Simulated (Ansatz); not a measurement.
# C: geometry relaxation (part 4 of 4)

Continued. System: C (slab, 25 atoms in the cell). Method: DFT PBE+D3(BJ), scalar-relativistic, plane waves, PAW, spin-polarised (Ansatz 0.2.0); cutoff 420 eV, 6×6×1 k-mesh, Gaussian smearing of 0.05 eV, collinear spins. The structure derives from an entry of the Crystallography Open Database. The input holds or restrains some coordinates. Forces given for the steps count only the free coordinates. It belongs to a series of runs on one base structure; here: C put at a top C site.

## Trajectory as extended XYZ, continued
```
25
Lattice="4.9301 0.0000 0.0000 -2.4650 4.2696 0.0000 0.0000 0.0000 25.6987" Properties=species:S:1:pos:R:3:forces:R:3 step=3 energy=-6269.59553
C     2.4651    2.8464    8.5000   -0.0001  -0.0001   0.0272
C     3.6976    0.7116    8.5000    0.0000   0.0000   0.0273
C     0.0000    2.8464    8.5000    0.0001  -0.0001   0.0272
C     1.2325    0.7116    8.5000    0.0000   0.0002   0.0272
C     2.4651    1.4232    8.5016   -0.0001   0.0001  -0.0056
C     1.2325    3.5580    8.5016    0.0000  -0.0001  -0.0056
C     0.0000    1.4232    8.5016    0.0001   0.0001  -0.0056
C    -1.2325    3.5580    8.5016    0.0000   0.0000  -0.0050
C    -1.2325    3.5580   11.9474    0.0000   0.0000  -0.0359
C     0.0001    1.4233   11.9464   -0.0021  -0.0012  -0.0351
C     1.2325    3.5578   11.9464    0.0000   0.0025  -0.0351
C     2.4649    1.4233   11.9464    0.0021  -0.0012  -0.0351
C    -1.2325    2.1348   11.9475    0.0000  -0.0020  -0.0242
C     0.0000    0.0000   11.9475   -0.0017   0.0010  -0.0242
C     1.2325    2.1348   11.9462    0.0000   0.0000  -0.0232
C     2.4650    0.0000   11.9475    0.0017   0.0010  -0.0242
C     2.4434   -0.0125   15.2354    0.2212   0.1277  -0.0289
C     1.2325    2.1348   15.2100    0.0000   0.0000   0.1706
C     0.0217   -0.0125   15.2354   -0.2212   0.1277  -0.0289
C    -1.2325    2.1598   15.2354    0.0000  -0.2555  -0.0289
C     0.0048    2.8437   15.2408   -0.0136   0.0078  -0.0230
C     1.2325    0.7171   15.2408    0.0000  -0.0157  -0.0230
C     2.4603    2.8437   15.2408    0.0136   0.0078  -0.0230
C     3.6976    0.7116   15.2278    0.0000   0.0000   0.1521
C     3.6976    0.7116   16.7644    0.0000   0.0000  -0.0168
25
Lattice="4.9301 0.0000 0.0000 -2.4650 4.2696 0.0000 0.0000 0.0000 25.6987" Properties=species:S:1:pos:R:3:forces:R:3 step=4 energy=-6269.60858
C     2.4651    2.8464    8.5000   -0.0002  -0.0001   0.0146
C     3.6976    0.7116    8.5000    0.0000   0.0000   0.0148
C     0.0000    2.8464    8.5000    0.0002  -0.0001   0.0146
C     1.2325    0.7116    8.5000    0.0000   0.0003   0.0146
C     2.4651    1.4232    8.5016   -0.0001   0.0001  -0.0143
C     1.2325    3.5580    8.5016    0.0000  -0.0001  -0.0143
C     0.0000    1.4232    8.5016    0.0001   0.0001  -0.0143
C    -1.2325    3.5580    8.5016    0.0000   0.0000  -0.0136
C    -1.2325    3.5580   11.8714    0.0000   0.0000  -0.0029
C     0.0001    1.4233   11.8706   -0.0007  -0.0004  -0.0012
C     1.2325    3.5579   11.8706    0.0000   0.0008  -0.0012
C     2.4649    1.4233   11.8706    0.0007  -0.0004  -0.0012
C    -1.2325    2.1348   11.8718    0.0000  -0.0004   0.0024
C     0.0000    0.0000   11.8718   -0.0004   0.0002   0.0024
C     1.2325    2.1348   11.8707    0.0000   0.0000   0.0049
C     2.4650    0.0000   11.8718    0.0004   0.0002   0.0024
C     2.4462   -0.0109   15.2686    0.0027   0.0016  -0.0416
C     1.2325    2.1348   15.2497    0.0000   0.0000   0.0612
C     0.0188   -0.0109   15.2686   -0.0027   0.0016  -0.0416
C    -1.2325    2.1565   15.2686    0.0000  -0.0031  -0.0416
C     0.0044    2.8439   15.2739    0.0093  -0.0054  -0.0179
C     1.2325    0.7167   15.2739    0.0000   0.0107  -0.0179
C     2.4607    2.8439   15.2739   -0.0093  -0.0054  -0.0179
C     3.6976    0.7116   15.2637    0.0000   0.0000   0.0866
C     3.6976    0.7116   16.7982    0.0000   0.0000   0.0227
25
Lattice="4.9301 0.0000 0.0000 -2.4650 4.2696 0.0000 0.0000 0.0000 25.6987" Properties=species:S:1:pos:R:3:forces:R:3 step=5 energy=-6269.60903
C     2.4651    2.8464    8.5000   -0.0002  -0.0001   0.0146
C     3.6976    0.7116    8.5000    0.0000   0.0000   0.0148
C     0.0000    2.8464    8.5000    0.0002  -0.0001   0.0146
C     1.2325    0.7116    8.5000    0.0000   0.0002   0.0146
C     2.4651    1.4232    8.5016   -0.0001   0.0001  -0.0143
C     1.2325    3.5580    8.5016    0.0000  -0.0001  -0.0143
C     0.0000    1.4232    8.5016    0.0001   0.0001  -0.0143
C    -1.2325    3.5580    8.5016    0.0000   0.0000  -0.0136
C    -1.2325    3.5580   11.8711    0.0000   0.0000  -0.0012
C     0.0001    1.4233   11.8704   -0.0001  -0.0001  -0.0002
C     1.2325    3.5579   11.8704    0.0000   0.0001  -0.0002
C     2.4649    1.4233   11.8704    0.0001  -0.0001  -0.0002
C    -1.2325    2.1348   11.8716    0.0000   0.0002   0.0006
C     0.0000    0.0000   11.8716    0.0001  -0.0001   0.0006
C     1.2325    2.1348   11.8707    0.0000   0.0000   0.0017
C     2.4650    0.0000   11.8716   -0.0001  -0.0001   0.0006
C     2.4465   -0.0107   15.2640   -0.0207  -0.0120  -0.0383
C     1.2325    2.1348   15.2485    0.0000   0.0000   0.0223
C     0.0186   -0.0107   15.2640    0.0207  -0.0120  -0.0383
C    -1.2325    2.1562   15.2640    0.0000   0.0240  -0.0383
C     0.0043    2.8439   15.2694    0.0062  -0.0036  -0.0050
C     1.2325    0.7166   15.2694    0.0000   0.0071  -0.0050
C     2.4607    2.8439   15.2694   -0.0062  -0.0036  -0.0050
C     3.6976    0.7116   15.2619    0.0000   0.0000   0.0829
C     3.6976    0.7116   16.7962    0.0000   0.0000   0.0208
25
Lattice="4.9301 0.0000 0.0000 -2.4650 4.2696 0.0000 0.0000 0.0000 25.6987" Properties=species:S:1:pos:R:3:forces:R:3 step=6 energy=-6269.61064
C     2.4651    2.8464    8.5000   -0.0002  -0.0001   0.0142
C     3.6976    0.7116    8.5000    0.0000   0.0000   0.0146
C     0.0000    2.8464    8.5000    0.0002  -0.0001   0.0142
C     1.2325    0.7116    8.5000    0.0000   0.0002   0.0142
C     2.4651    1.4232    8.5016   -0.0001   0.0001  -0.0145
C     1.2325    3.5580    8.5016    0.0000  -0.0002  -0.0145
C     0.0000    1.4232    8.5016    0.0001   0.0001  -0.0145
C    -1.2325    3.5580    8.5016    0.0000   0.0000  -0.0139
C    -1.2325    3.5580   11.8683    0.0000   0.0000   0.0111
C     0.0002    1.4233   11.8691   -0.0050  -0.0029  -0.0063
C     1.2325    3.5578   11.8691    0.0000   0.0058  -0.0063
C     2.4649    1.4233   11.8691    0.0050  -0.0029  -0.0063
C    -1.2325    2.1349   11.8701    0.0000  -0.0037  -0.0021
C     0.0001    0.0000   11.8701   -0.0032   0.0018  -0.0021
C     1.2325    2.1348   11.8691    0.0000   0.0000   0.0072
C     2.4650    0.0000   11.8701    0.0032   0.0018  -0.0021
C     2.4436   -0.0124   15.2504    0.0028   0.0016   0.0273
C     1.2325    2.1348   15.2488    0.0000   0.0000  -0.0295
C     0.0215   -0.0124   15.2504   -0.0028   0.0016   0.0273
C    -1.2325    2.1596   15.2504    0.0000  -0.0032   0.0273
C     0.0035    2.8444   15.2589   -0.0597   0.0345  -0.0010
C     1.2325    0.7156   15.2589    0.0000  -0.0690  -0.0010
C     2.4616    2.8444   15.2589    0.0597   0.0345  -0.0010
C     3.6976    0.7116   15.3243    0.0000   0.0000  -0.1818
C     3.6976    0.7116   16.8374    0.0000   0.0000   0.1391
25
Lattice="4.9301 0.0000 0.0000 -2.4650 4.2696 0.0000 0.0000 0.0000 25.6987" Properties=species:S:1:pos:R:3:forces:R:3 step=7 energy=-6269.61201
C     2.4651    2.8464    8.5000   -0.0002  -0.0001   0.0144
C     3.6976    0.7116    8.5000    0.0000   0.0000   0.0146
C     0.0000    2.8464    8.5000    0.0002  -0.0001   0.0144
C     1.2325    0.7116    8.5000    0.0000   0.0003   0.0144
C     2.4651    1.4232    8.5016   -0.0002   0.0001  -0.0144
C     1.2325    3.5580    8.5016    0.0000  -0.0002  -0.0144
C     0.0000    1.4232    8.5016    0.0002   0.0001  -0.0144
C    -1.2325    3.5580    8.5016    0.0000   0.0000  -0.0138
C    -1.2325    3.5580   11.8703    0.0000   0.0000  -0.0042
C     0.0001    1.4232   11.8693    0.0010   0.0006   0.0033
C     1.2325    3.5579   11.8693    0.0000  -0.0011   0.0033
C     2.4650    1.4232   11.8693   -0.0010   0.0006   0.0033
C    -1.2325    2.1348   11.8708    0.0000   0.0027  -0.0025
C     0.0000    0.0000   11.8708    0.0023  -0.0013  -0.0025
C     1.2325    2.1348   11.8699    0.0000   0.0000  -0.0028
C     2.4651    0.0000   11.8708   -0.0023  -0.0013  -0.0025
C     2.4447   -0.0117   15.2550    0.0004   0.0002  -0.0006
C     1.2325    2.1348   15.2472    0.0000   0.0000  -0.0141
C     0.0203   -0.0117   15.2550   -0.0004   0.0002  -0.0006
C    -1.2325    2.1583   15.2550    0.0000  -0.0004  -0.0006
C     0.0031    2.8446   15.2614    0.0161  -0.0093   0.0032
C     1.2325    0.7152   15.2614    0.0000   0.0186   0.0032
C     2.4620    2.8446   15.2614   -0.0161  -0.0093   0.0032
C     3.6976    0.7116   15.3016    0.0000   0.0000   0.0441
C     3.6976    0.7116   16.8304    0.0000   0.0000  -0.0341
25
Lattice="4.9301 0.0000 0.0000 -2.4650 4.2696 0.0000 0.0000 0.0000 25.6987" Properties=species:S:1:pos:R:3:forces:R:3 step=8 energy=-6269.61211
C     2.4651    2.8464    8.5000   -0.0002  -0.0001   0.0142
C     3.6976    0.7116    8.5000    0.0000   0.0000   0.0144
C     0.0000    2.8464    8.5000    0.0002  -0.0001   0.0142
C     1.2325    0.7116    8.5000    0.0000   0.0002   0.0142
C     2.4651    1.4232    8.5016   -0.0001   0.0001  -0.0145
C     1.2325    3.5580    8.5016    0.0000  -0.0001  -0.0145
C     0.0000    1.4232    8.5016    0.0001   0.0001  -0.0145
C    -1.2325    3.5580    8.5016    0.0000   0.0000  -0.0140
C    -1.2325    3.5580   11.8688    0.0000   0.0000  -0.0009
C     0.0001    1.4232   11.8684    0.0003   0.0001  -0.0012
C     1.2325    3.5579   11.8684    0.0000  -0.0003  -0.0012
C     2.4650    1.4232   11.8684   -0.0003   0.0001  -0.0012
C    -1.2325    2.1348   11.8696    0.0000   0.0011   0.0009
C     0.0000    0.0000   11.8696    0.0010  -0.0006   0.0009
C     1.2325    2.1348   11.8688    0.0000   0.0000   0.0008
C     2.4650    0.0000   11.8696   -0.0010  -0.0006   0.0009
C     2.4445   -0.0118   15.2556    0.0002   0.0001   0.0011
C     1.2325    2.1348   15.2472    0.0000   0.0000  -0.0005
C     0.0205   -0.0118   15.2556   -0.0002   0.0001   0.0011
C    -1.2325    2.1585   15.2556    0.0000  -0.0002   0.0011
C     0.0032    2.8445   15.2621   -0.0025   0.0014  -0.0008
C     1.2325    0.7153   15.2621    0.0000  -0.0028  -0.0008
C     2.4618    2.8445   15.2621    0.0025   0.0014  -0.0008
C     3.6976    0.7116   15.3069    0.0000   0.0000   0.0049
C     3.6976    0.7116   16.8329    0.0000   0.0000  -0.0039
```

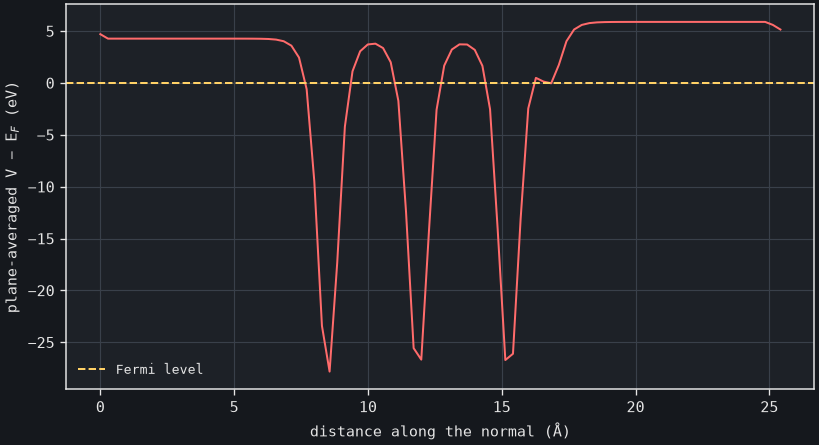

Fig. 1: Plane average of the electrostatic potential energy of an electron across the cell, from the Fermi level. The vacuum level lies 5.88 eV above the Fermi level on the upper side and 4.27 eV on the lower.

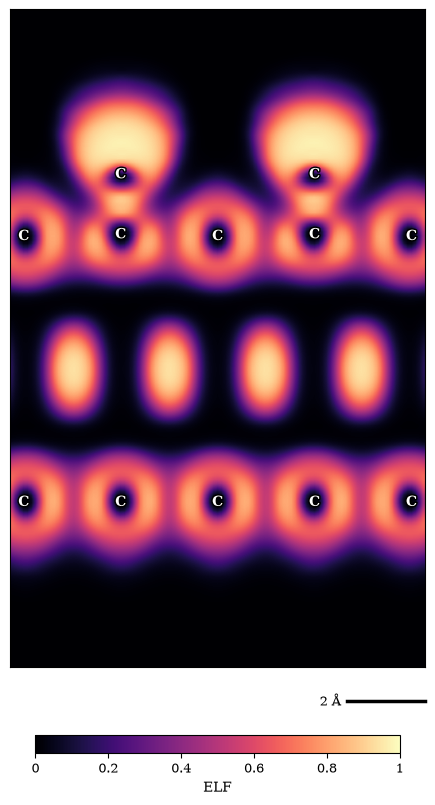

Fig. 2: ELF on the (100) plane of the calculation cell, a cut from vacuum to vacuum. In a PAW calculation such maps are meaningful between the atoms, not at the nuclei.

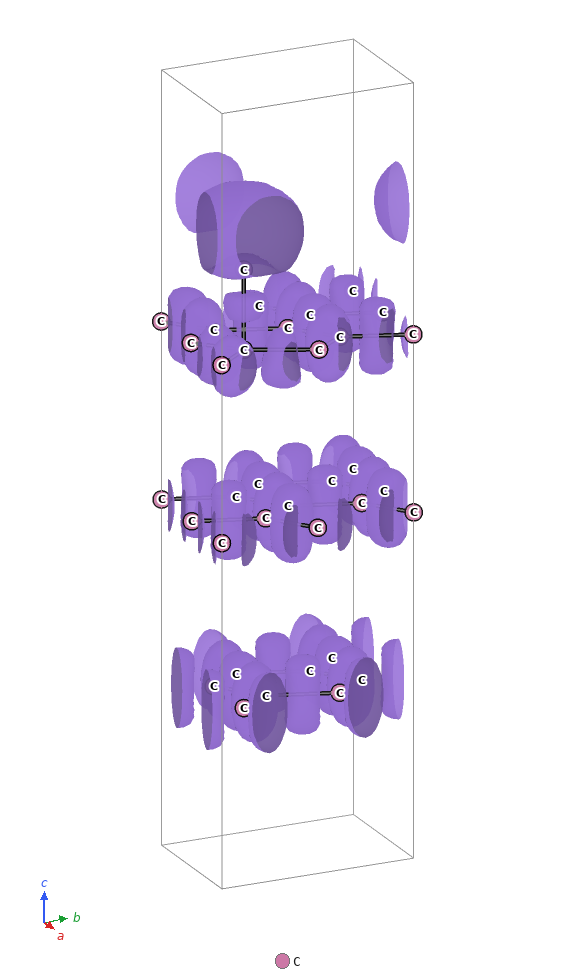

Fig. 3: Isosurface of the electron localisation function at 0.75 (purple), seen slightly off an axis. Core shells and regions of very low density are left out. Sticks mark near contacts.
